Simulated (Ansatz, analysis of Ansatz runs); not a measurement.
# Mn2+ on a Ca site in CaO: hyperfine coupling against experiment, part 2 of 2

Aim: the hyperfine coupling of the Mn2+ on a Ca site in CaO, to be set beside the measurement. Set-up: HSE06 on PBE structures, 128-site cell, PBE lattice, 420 eV, k: the single point 1/4 1/4 1/4 then the zone centre alone. The model is a cell of 128 host atoms with 1 Ca taken out and 1 Mn put in. The isotropic coupling follows from the spin density at the nucleus, the nuclear g-factor and the total spin. Exact exchange opens the gap, stiffens bonds and lessens the self-interaction error, at many times the cost.

Ansatz 0.2.0; HSE06 on PBE structures, 128-site cell, PBE lattice, 420 eV, k: the single point 1/4 1/4 1/4 then the zone centre alone.

So far: The structure; Relaxation, charge 0.

**2. Relaxation, charge 0 (continued)**

Level of this step: plane-wave PAW DFT, PBE; relaxation of all atoms of a defect supercell (Ansatz).

Relaxation path:

```csv
step,energy less that of the first step (eV),largest force component (eV/Å)
1,0.0000,0.3184
2,-0.0455,0.2521
3,-0.0850,0.0847
4,-0.0893,0.0303
5,-0.0908,0.0016
```

Forces are held to the 12 operations that the run works with; a distortion that breaks them can't arise in this run.

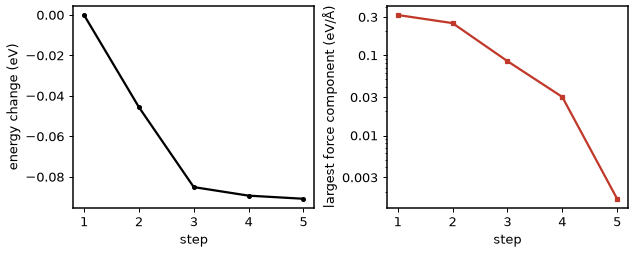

Energy and largest force along the relaxation.

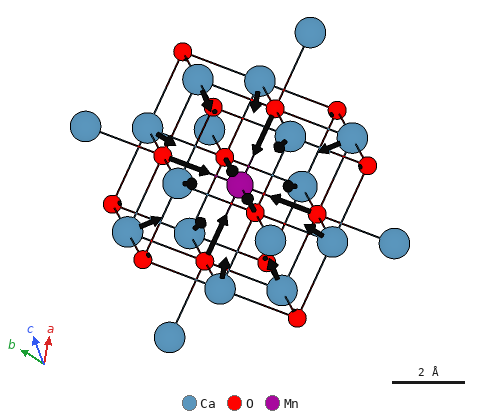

Displacements in the relaxation near the centre, exaggerated; the longest in the cell stands for 0.05 Å.

The atoms that moved most (Å):

```csv
atom,dx,dy,dz,length
O54,-0.055,0.000,0.000,0.055
O78,0.000,-0.055,0.000,0.055
O84,0.000,0.000,-0.055,0.055
O46,0.000,0.000,0.055,0.055
O52,0.000,0.055,0.000,0.055
O76,0.055,0.000,0.000,0.055
Ca83,0.021,0.021,0.000,0.030
Ca53,0.000,0.021,0.021,0.030
```

Neighbours of Mn85 at the end:

| atom | distance (Å) |
| --- | --- |
| O54 | 2.360 |
| O78 | 2.360 |
| O84 | 2.360 |
| O46 | 2.360 |
| O76 | 2.360 |
| O52 | 2.360 |
| Ca83 | 3.386 |
| Ca77 | 3.386 |
| Ca53 | 3.386 |
| Ca93 | 3.386 |
| Ca87 | 3.386 |
| Ca117 | 3.386 |
| Ca61 | 3.386 |
| Ca79 | 3.386 |
| Ca55 | 3.386 |
| Ca109 | 3.386 |

Read from the output:

```yaml
free_energy: -154892.4762 eV
total_moment: 5 μB
integral_of_the_absolute_spin_density: 5.059 μB
spin_contamination: 0.007309
```

The relaxation ends 0.7 meV an atom lower, with a largest force component of 0.0016 eV/Å.

**3. Contact spin densities**

The relaxed structure is kept, and the final numbers are taken at the final level and k-points.

This step: plane-wave PAW DFT, HSE06; single point of a defect supercell on the structure relaxed with PBE.

Input file point/input.yaml:

```yaml
crystal:
  lattice:
    - [0.0, 9.66155723, 9.66155723]
    - [9.66155723, 0.0, 9.66155723]
    - [9.66155723, 9.66155723, 0.0]
  atoms:
    - { symbol: Ca, position: [0.0, 0.0, 0.0] }
    - { symbol: O, position: [0.124968012, 0.124968012, 0.124968012] }
[... 43 atom lines left out ...]
    - { symbol: O, position: [0.377846192, 0.377846192, 0.622149395] }
[... 5 atom lines left out ...]
    - { symbol: O, position: [0.377846192, 0.622149395, 0.377846192] }
    - { symbol: Ca, position: [0.252175648, 0.499998926, 0.499998926] }
    - { symbol: O, position: [0.377850605, 0.622153808, 0.622153808] }
[... 21 atom lines left out ...]
    - { symbol: O, position: [0.622149395, 0.377846192, 0.377846192] }
    - { symbol: Ca, position: [0.499998926, 0.252175648, 0.499998926] }
    - { symbol: O, position: [0.622153808, 0.377850605, 0.622153808] }
[... 4 atom lines left out ...]
    - { symbol: Ca, position: [0.499998926, 0.499998926, 0.252175648] }
    - { symbol: O, position: [0.622153808, 0.622153808, 0.377850605] }
    - { symbol: Mn, position: [0.5, 0.5, 0.5], spin: 5.0 }
[... 1 atom line left out ...]
    - { symbol: Ca, position: [0.500001074, 0.500001074, 0.747824352] }
[... 5 atom lines left out ...]
    - { symbol: Ca, position: [0.500001074, 0.747824352, 0.500001074] }
[... 34 atom lines left out ...]
    - { symbol: O, position: [0.875031988, 0.875031988, 0.875031988] }
basis:
  ecutwfc: 420
  xc_grid: 2
hamiltonian:
  xc: hse06
kpoints:
  mp_grid: { grid: [1, 1, 1] }
magnetization:
  spin_polarized: true
  initial_magnetization: 5
  spin_locking: { lock_magnetization: hard }
scf:
  occupations: { method: fermi_dirac, width: 0.01 }
  max_iter: 120
output:
  forces: true
  efg: {}
  eigenvalues: true
checkpoint:
  read: "../relax.run"
```

Launch:

```
> ansatz run input.yaml --threads 8 --pin off --max-ram 14131MiB --backend cpu --events-out ev --progress --plain --runs-dir out
```

Numbers of over 12 decimals in the logs are rounded to 6 here.

The log of the run:

```text
[...]
Warning: the atoms were moved onto the symmetric positions of the space group found under crystal.symmetry.tolerance 1.0e-5 (fractional; [...]
Warning: checkpoint.read: the run can stay near the saved state's solution: 42 site(s) moved relative to the saved geometry (max |Δs| = 5.496e-6 fractional); [...]
Warning: checkpoint.read: hamiltonian.xc differs: saved pbe, current hse06; the SCF iterates under this deck's functional from the saved state
[...]
Crystal: 128 atoms, lattice volume = 1803.729 Å³
Basis set: ecut = 420 eV, 35149 PW (Γ), exchange–correlation on 192×192×192 points (8 copies of the dense FFT grid, shifted against one another)
Bands: 645, of which v1, the nominal top of the filled ones, is band 515 counted from 1 (514 counted from 0)
Symmetry: 48 space group operations
[...]
k-points: 1
[...]
atom  52  O  V_zz =    +2.716652   η = 0.0000   by run symmetry: allowed
[...]
atom  53  Ca V_zz =    -0.336506   η = 0.9938   by run symmetry: allowed
[...]
atom  54  O  V_zz =    +2.716652   η = 0.0000   by run symmetry: allowed
[...]
atom  76  O  V_zz =    +2.716652   η = 0.0000   by run symmetry: allowed
[...]
atom  77  Ca V_zz =    -0.336506   η = 0.9938   by run symmetry: allowed
[...]
atom  78  O  V_zz =    +2.716652   η = 0.0000   by run symmetry: allowed
[...]
atom  83  Ca V_zz =    -0.336506   η = 0.9938   by run symmetry: allowed
[...]
atom  84  O  V_zz =    +2.716652   η = 0.0000   by run symmetry: allowed
[...]
atom  85  Mn V_zz =    -0.000000   η = 0.0000   by run symmetry: forbidden
[...]
--- Band table (eV) ---
[...]
[key lines of the parts left out:]
Magnetization: 5.0000 μB (517.0000 up, 512.0000 down)
Free energy (F): -154929.070646 eV
Fermi energy:    9.477309 (↑ 9.508518, ↓ 9.112327) eV
```

It took 27 min on 8 threads of Arm Neoverse V1, shared host; peak memory 9.5 GiB; 3.5 h of CPU time.

The column dr2 measures how far the density is from self-consistency, as an energy; F and HF (Harris–Foulkes) agree once it is small.

Numbers from this step:

| Item | Value |
| --- | --- |
| free energy | -154929.0706 eV |
| total moment | 5 μB |
| integral of the absolute spin density | 5.076 μB |
| spin contamination | 0.005727 |

The largest moments in the atoms' spheres: Mn85 4.41, O46 0.03, O84 0.03, O54 0.03, O52 0.03, O76 0.03 μB.

Isotropic hyperfine couplings from the contact spin densities (Fermi contact term with core polarisation, no dipolar part), the largest:

| atom | isotope | distance from the centre (Å) | contact spin density (e/Å³) | A (MHz) |
| --- | --- | --- | --- | --- |
| Mn85 | 55Mn | 0.00 | -5.82 | -190.8 |
| O46 | 17O | 2.36 | 0.294 | -5.3 |
| O52 | 17O | 2.36 | 0.294 | -5.3 |
| O54 | 17O | 2.36 | 0.294 | -5.3 |
| O76 | 17O | 2.36 | 0.294 | -5.3 |
| O78 | 17O | 2.36 | 0.294 | -5.3 |
| O84 | 17O | 2.36 | 0.294 | -5.3 |
| Ca47 | 43Ca | 4.83 | 0.0336 | -0.3 |
| Ca59 | 43Ca | 4.83 | 0.0336 | -0.3 |
| Ca63 | 43Ca | 4.83 | 0.0336 | -0.3 |

**4. What came out**

- 55Mn, isotropic: -190.8 MHz
- integral of the absolute spin density: 5.08 μB
- time of the whole chain: 31 min on 8 threads

What this shows: 55Mn, isotropic: computed -190.8 MHz, measured -242.2 MHz; 51.4 MHz (21 %) smaller in size than the measurement. Only the isotropic (Fermi contact) part is computed, with core polarisation; no vibrational averaging. Limits: the zone centre alone is a coarse sampling for this cell; the structure comes from another functional than the final numbers.

[Logs are printed without paths, hosts, clocks, repeated set-up lines and the standing remarks that a program may print on its own settings, such as how far it seeks lower states.]

[Hosts, paths, dates, database ids (printed as entryN), source tags and the programs' standing remarks are cut or masked in the printed files.]

[For some hosts the program warned that the k-mesh of the response run may be too coarse for force constants and the static dielectric constant; such warnings are not shown here.]
